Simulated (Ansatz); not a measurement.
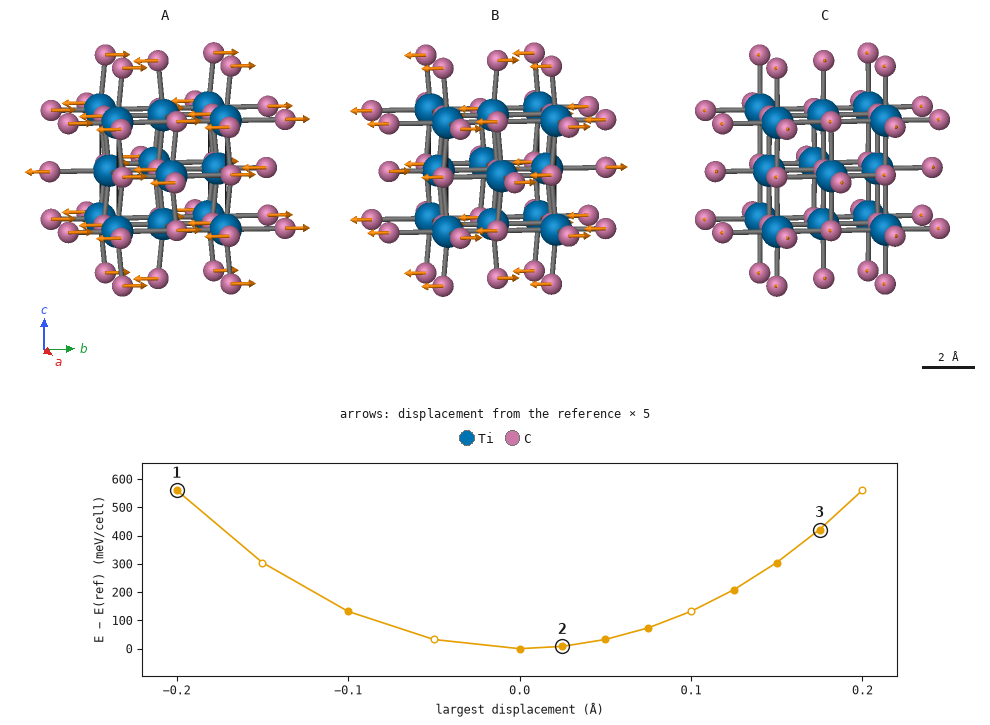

Energy scan for solid TiC (Fm-3m), in which a normal mode of wave vector (0, 1/2, 1/2) of the primitive cell, folded into a doubled cell, (one arbitrary combination within a set of 2 degenerate modes) is frozen in with the cell fixed, the amplitude being the largest displacement of an atom. The frames are shuffled; the numbered points of the plot belong to them. Hollow markers are points alike by symmetry, not computed again. The picture is a ball-and-stick view of the conventional cell (2 times the calculation's cell), seen along the a axis, with a slight tilt. Orange arrows: displacements from the reference. Lengths and directions refer to the drawn axes.

Level of theory: DFT PBEsol, scalar-relativistic, plane waves, PAW (Ansatz 0.2.0). Settings: plane-wave cutoff 420 eV; k-point mesh 20 × 20 × 14; occupations gaussian; smearing width 0.15 eV; no spin polarisation. Energies (free energies at the smearing named) are counted from the relaxed crystal.

Which frame belongs to which numbered point?

Point 1 is frame A (the amplitude −0.20 Å, 561 meV/cell); 2 is frame C (the amplitude 0.025 Å, 8 meV/cell); 3 is frame B (the amplitude 0.175 Å, 422 meV/cell). The harmonic wavenumber of the mode is 538 cm⁻¹, a stable vibration. The lowest computed point lies at the amplitude 0.00 Å (0 meV/cell). The well is symmetric. At the highest point the shortest interatomic distance is 1.93 Å, against 2.15 Å in the reference.
